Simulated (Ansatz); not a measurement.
WS2

```
CELL_PARAMETERS angstrom
0.00000 5.51401 0.05156
3.18352 0.00000 0.00000
0.00000 -0.15849 -16.95058
ATOMIC_POSITIONS crystal
W 0.33333 0.00000 0.00000
W 0.83333 0.50000 0.00000
S 0.16667 0.50000 0.09200
S 0.66667 0.00000 0.09200
S 0.16667 0.50000 0.90800
S 0.66667 0.00000 0.90800
```

Space group Cm; a structure from a database of computed crystals, not necessarily the ambient phase; changed on purpose from its base cell (strain +0.0187 x Voigt [0, 0, 0, 1, 0, 0], atoms carried along); not relaxed (largest force 0.3 eV/Å).

Level of theory: Ansatz 0.2.0, DFT PBEsol, scalar-relativistic, plane waves, PAW.

**Predict the valence pseudo-density and electron localisation function between the atoms.**

W–S (2.39 Å): ρ is about 0.65 e/Å³ halfway; the ELF peaks at about 0.85 in the valence shell of S, 0.8 Å from its nucleus, and is about 0.50 at the midpoint.
W–S (2.43 Å): ρ is about 0.6 e/Å³ halfway; the ELF peaks at about 0.85 in the valence shell of S, 0.8 Å from its nucleus, and is about 0.50 at the midpoint.

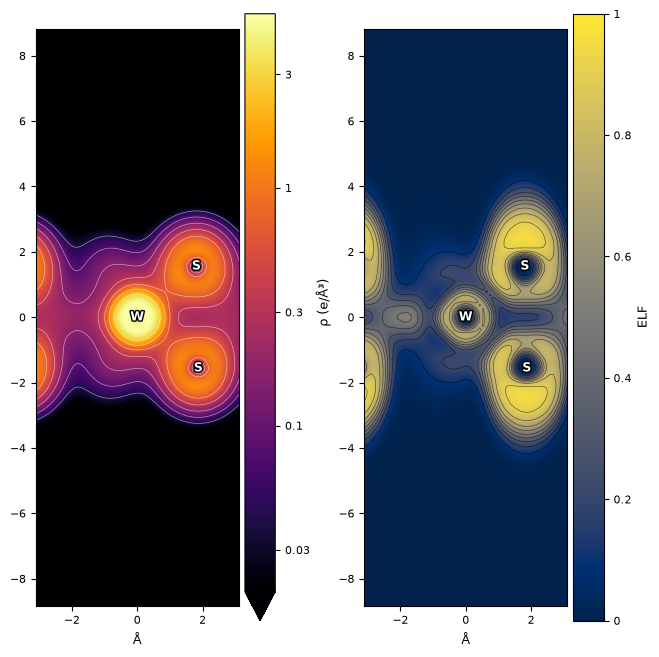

Computed valence pseudo-density and electron localisation function on the (010) plane of the conventional cell, in this order. 

The density is the valence pseudo-density of a PAW calculation; it isn't the true density close to the nuclei.
